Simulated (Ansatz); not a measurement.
In doubt: masses and optical values from hybrid runs of this build are listed as unsure (in some of the runs), which bears on the screening that GW takes from such a start.

The crystal is ZnSe (Stilleite).

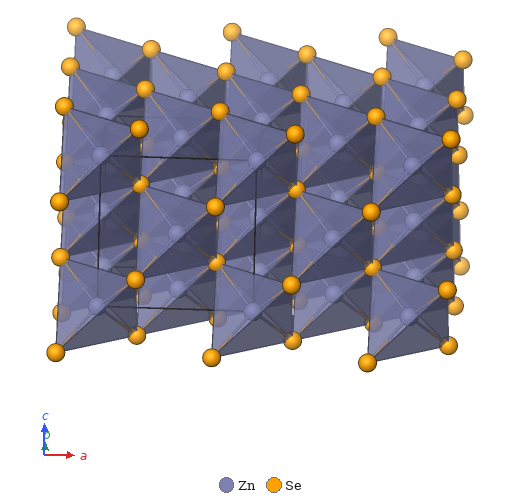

The structure (zinc blue, selenium orange). 2×2×1 conventional cells are drawn. Some periodic images of atoms are drawn too.

```xyz
2
Lattice="0.0000 2.8338 2.8338 2.8338 0.0000 2.8338 2.8338 2.8338 0.0000" Properties=species:S:1:pos:R:3 pbc="T T T"
Zn    0.0000    0.0000    0.0000
Se    1.4169    1.4169    1.4169
```

The cell and positions come from the Crystallography Open Database and are kept as given unless a step says otherwise. PAW set soft_2, made with PBE.

Gaps computed with Ansatz 0.2.0 without a self-energy: HSE06 2.44 eV, r2SCAN 1.86 eV and PBE0 3.10 eV.

Q: What gap should G0W0 on HSE06 give (6×6×6 mesh, 135 empty bands, screening to 120 eV, default PAW files)?

About 2.94 eV: on its mesh the run moves the gap from 2.42 eV by +0.53 eV. Among the scalar-relativistic levels given, PBE0 is nearest (+0.16 eV). Bands and cutoff are finite, so the gap is not at the basis limit. The miss can reach some tenths of an eV and take either sign; the mesh is an error of its own. The many-body steps are scalar-relativistic: spin-orbit coupling is not in them.

[Paths, hosts, dates, memory and timing lines, banners, echoed tables and standing remarks are left out of the program output.]

[Logs are printed without paths, hosts, clocks, repeated set-up lines and the standing remarks that a program may print on its own settings, such as how far it seeks lower states.]

[Runs of the session that timed out or met a known fault of the program may be left out.]

[Cells called generated may have been cut or substituted from an entry of the Crystallography Open Database or the Materials Project.]

[Hosts, paths, dates, database ids (printed as entryN), source tags and the programs' standing remarks are cut or masked in the printed files.]
